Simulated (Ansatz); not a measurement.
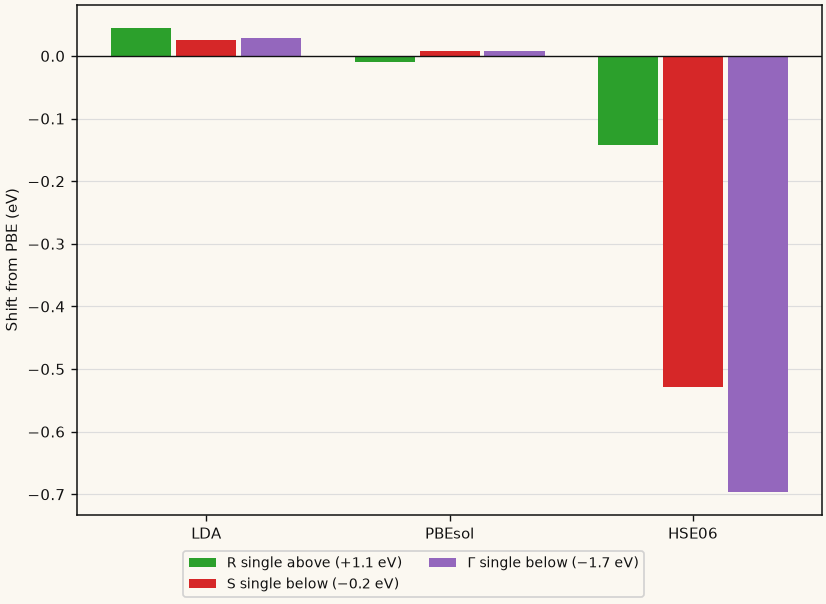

Levels near the Fermi level of GaSb, space group Immm (No. 71), 2 atoms in the primitive cell (a = 4.24 Å, b = 4.24 Å, c = 4.24 Å, α = 136.91°, β = 101.69°, γ = 93.85°), a metal, by four methods on one cell, as shifts from PBE. Each level is counted from the Fermi level of its run and named by k point, degeneracy (spin aside) and side; the legend gives its PBE energy. In reduced coordinates of the cell that was run, R is (0, 0.5, 0) and S is (0.5, 0, 0).

**Which method departs most from PBE, and how?**

HSE06: it moves R single above by −0.14 eV, S single below by −0.53 eV and Γ single below by −0.70 eV. Exact exchange pushes filled levels down from the Fermi level and so widens the occupied bands. At these levels the other methods stay within 0.04 eV of PBE.

| method | R single above (eV) | S single below (eV) | Γ single below (eV) |
| --- | --- | --- | --- |
| LDA | 1.14 | −0.20 | −1.69 |
| PBE | 1.10 | −0.22 | −1.72 |
| PBEsol | 1.09 | −0.21 | −1.71 |
| HSE06 | 0.96 | −0.75 | −2.41 |

Settings. LDA: Ansatz PAW, 10×10×10 k mesh, 420 eV cutoff, Fermi-Dirac smearing of 0.05 eV (Ansatz 0.2.0). PBE: Ansatz PAW, 10×10×10 k mesh, 420 eV cutoff, Fermi-Dirac smearing of 0.05 eV (Ansatz 0.2.0). PBEsol: Ansatz PAW, 10×10×10 k mesh, 420 eV cutoff, Fermi-Dirac smearing of 0.05 eV (Ansatz). HSE06: Ansatz PAW, 6×6×6 k mesh, 420 eV cutoff, Fermi-Dirac smearing of 0.05 eV (Ansatz). No run carries moments or holds spin-orbit coupling.

Spin-orbit coupling is left out, which matters for Sb. The usual form of GaSb is zincblende. LDA, PBEsol and HSE06: the PAW data sets were made with another functional. HSE06: the k mesh is coarse, so the values aren't converged, least of all with exact exchange. The meshes or smearings differ, which moves the Fermi levels by some hundredths of an eV or more.
